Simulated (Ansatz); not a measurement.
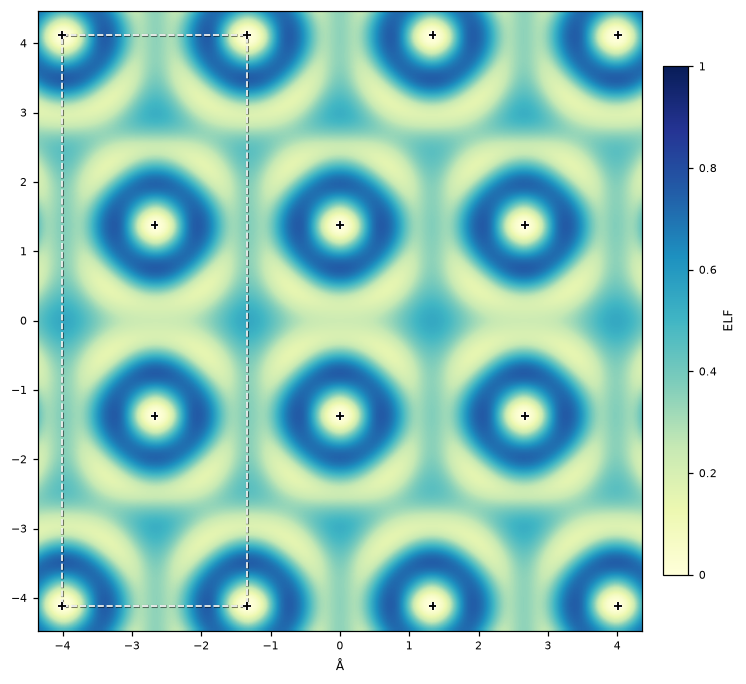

The ELF on a plane through atoms (crosses mark nuclei in the plane).

All numbers below come from Ansatz 0.2.0, DFT, RPBE, plane waves (420 eV) with PAW, scalar-relativistic.

Candidates:
A. Ag, a = 3.04 Å, b = 5.26 Å, c = 5.05 Å, α = 90.00°, β = 90.29°, γ = 90.00°. Space group C2/c; set up as Ag, beta-Sn type; a generated structure, not necessarily the stable one; changed on purpose from its base cell (volume × 1.08); computed pressure about −4 GPa in this cell.
B. Ta, a = 4.76 Å, b = 4.76 Å, c = 2.67 Å, α = 90.00°, β = 90.00°, γ = 120.00°. Space group P6/mmm; set up as Ta, omega (AlB2-type); a generated structure, not necessarily the stable one; changed on purpose from its base cell (volume × 0.92); computed pressure about 17 GPa in this cell; computed without spin polarisation.

**Which candidate gave the map?**

Candidate B: Ta on the (110) plane of the conventional cell, which holds Ta. Ta–Ta (2.67 Å): the ELF is about 0.35 at the midpoint. Ta–Ta (2.75 Å): the ELF is about 0.25 at the midpoint (no shared electron pair shows on this line).
